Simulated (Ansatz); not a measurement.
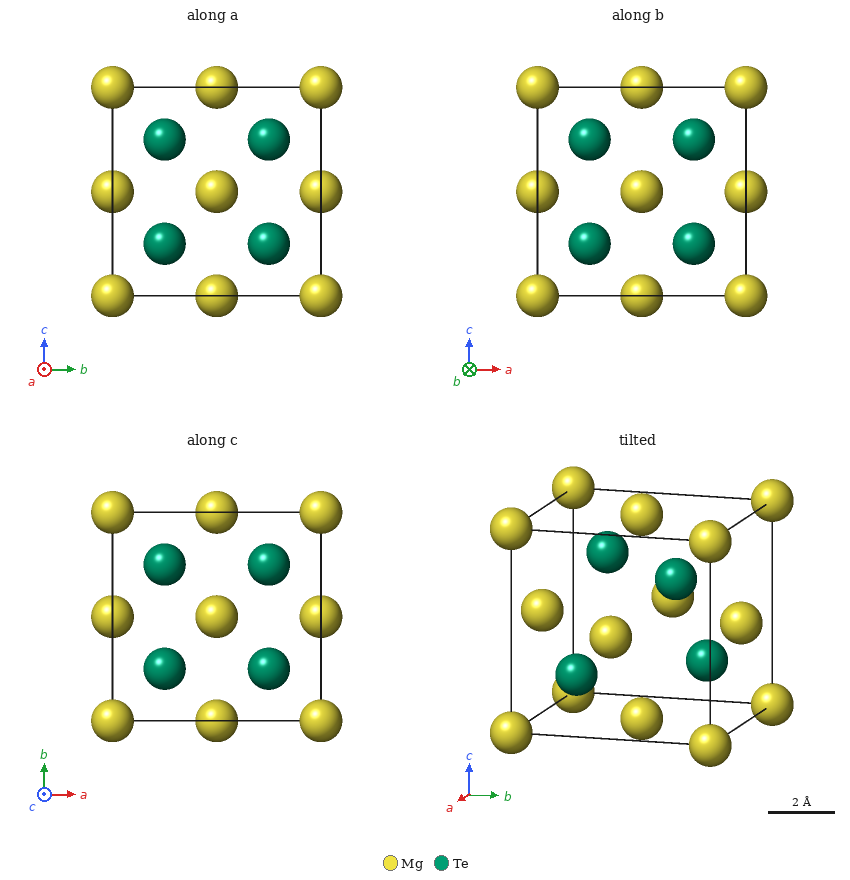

An orthographic spheres-only view of the structure, along the a axis, along the b axis, along the c axis and slightly off an axis. The wireframe shows the conventional unit cell.

Lattice parameters: a = 6.402 Å, b = 6.402 Å, c = 6.402 Å, α = 90.00°, β = 90.00°, γ = 90.00°. Put a along x and b in the xy plane.

Q: From the views, write a POSCAR file.

A:
```
Mg Te
1.0
     6.402    0.000    0.000
     0.000    6.402    0.000
     0.000    0.000    6.402
Mg Te
4 4
Direct
  0.0000 0.0000 0.0000
  0.0000 0.5000 0.5000
  0.5000 0.0000 0.5000
  0.5000 0.5000 0.0000
  0.2500 0.2500 0.7500
  0.2500 0.7500 0.2500
  0.7500 0.2500 0.2500
  0.7500 0.7500 0.7500
```

Source of the structure: a structure type filled with these elements by a generator (whether the compound takes this form wasn't checked). The cell was then strained or its atoms displaced on purpose. It was the input of a calculation with Ansatz.
